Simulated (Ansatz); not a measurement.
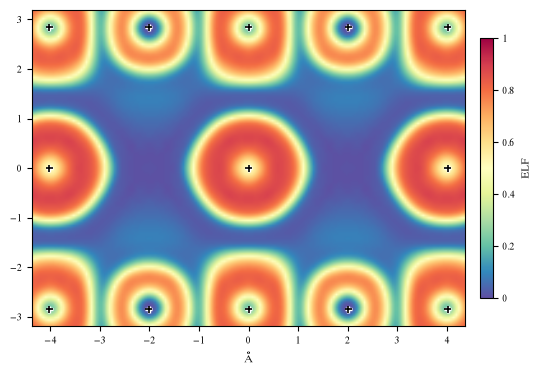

The electron localisation function on a plane through atoms (crosses mark nuclei in the plane).

The calculation used DFT PBE, scalar-relativistic, plane waves, PAW (Ansatz 0.2.0).

Candidates:
A. Ru, a = 2.72 Å, b = 2.72 Å, c = 4.30 Å, α = 90.00°, β = 90.00°, γ = 120.00°. Space group P6₃/mmc; computed without spin polarisation.
B. HfO₂, a = 5.10 Å, b = 5.10 Å, c = 5.10 Å, α = 90.00°, β = 90.00°, γ = 90.00°. Space group Fm-3m.
C. KTaO₃, a = 4.02 Å, b = 4.02 Å, c = 4.02 Å, α = 90.00°, β = 90.00°, γ = 90.00°. Space group Pm-3m.

**Which candidate gave the map?**

Candidate C: KTaO₃ on the (110) plane of the conventional cell, which holds K, Ta and O. Ta–O (2.01 Å): the ELF peaks at about 0.80 in the valence shell of O, 0.6 Å from its nucleus, and drops to about 0.20 between the two atoms: no localised pair shows between them. K–O (2.85 Å): the ELF is about 0.05 at the midpoint (an ionic contact with no shared pair).
